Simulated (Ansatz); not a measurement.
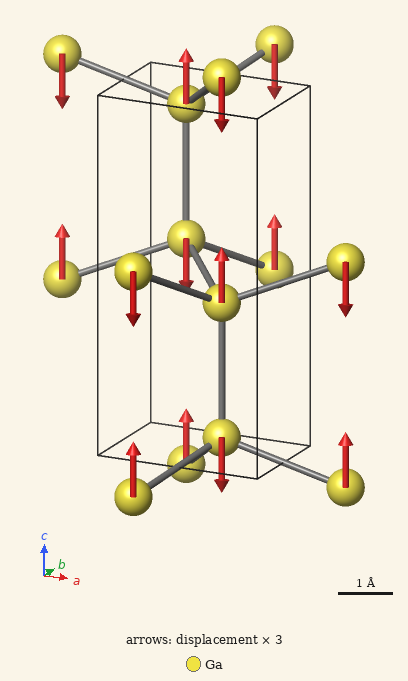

This is a relaxation of crystalline Ga (a generated structure, set up in P6_3/mmc). The starting structure is drawn; red arrows show the displacements (the part carried along by the change of the cell is left out), magnified 3 times.

A ball-and-stick model of the cell of the calculation, seen slightly off an axis.

Case: Ge → Ga on all its sites, cell and atoms relaxed.

The calculation used Ansatz, DFT PBE, scalar-relativistic, plane waves, PAW.

Input file:
```yaml
crystal:
  lattice:
    - [4.1028749416, 0.0, 0.0]
    - [-2.0514374708, 3.5531939279, 0.0]
    - [0.0, 0.0, 6.7662754757]
  atoms:
    - { symbol: Ga, position: [0.6666666667, 0.3333333333, 0.0627911807] }
    - { symbol: Ga, position: [0.3333333333, 0.6666666667, 0.5627911807] }
    - { symbol: Ga, position: [0.6666666667, 0.3333333333, 0.4372088193] }
    - { symbol: Ga, position: [0.3333333333, 0.6666666667, 0.9372088193] }
basis:
  ecutwfc: 420
kpoints:
  mp_grid: { grid: [12, 12, 6] }
hamiltonian:
  xc: pbe
scf:
  occupations: { method: gaussian, width: 0.1 }
output:
  forces: true
  stress: true
  eigenvalues: true
relax:
  adjacent_minimum: "off"
  f_tol: 0.01
  max_steps: 60
  cell: { stress_tol: 0.1 }
```

Run as
```bash
ansatz run input.yaml --threads 1 --pin off --max-ram 2560MiB --backend cpu --events-out ev --progress --plain --runs-dir out
```

Question: Describe the change and its energy.

Answer: The largest moves relative to the cell, 0.35 Å, are those of Ga1, Ga2, Ga3 and Ga4. Ga2 goes along −c. Cell: a = b 4.103 → 4.445 Å (+8.3 %), c 6.766 → 5.539 Å (−18.1 %). Volume −3.9 %. Near-neighbour distances that change, for instance: Ga1–Ga3 4.233 → 2.769 Å, Ga1–Ga3 (another image) 2.533 → 2.770 Å, Ga1–Ga4 2.517 → 2.567 Å. New bonds form: Ga1–Ga3 (4.23 → 2.77 Å), Ga2–Ga4 (4.23 → 2.77 Å). Among the angles between lasting bonds that change: Ga3–Ga1–Ga4 109.7° → 90.0°, Ga4–Ga1–Ga4 109.2° → 120.0°. The space group (tolerance 0.01 Å) goes from P6_3/mmc (No. 194) to P6/mmm (No. 191). Over 7 accepted moves (8 points after the start) the energy falls by 154 meV per atom. Largest force component: 0.028 eV/Å at the start, 0.00045 eV/Å at the end. The pressure goes from 1.37 to 0.04 GPa. The SCF was repeated once at an unchanged geometry on a basis and grid sized afresh for the cell, which shifted the energy by 0.4 meV per atom at most. Cost: 68 s on 1 thread of Intel(R) Xeon(R) 6975P-C (Granite Rapids), on a shared host, peak memory 0.51 GiB.
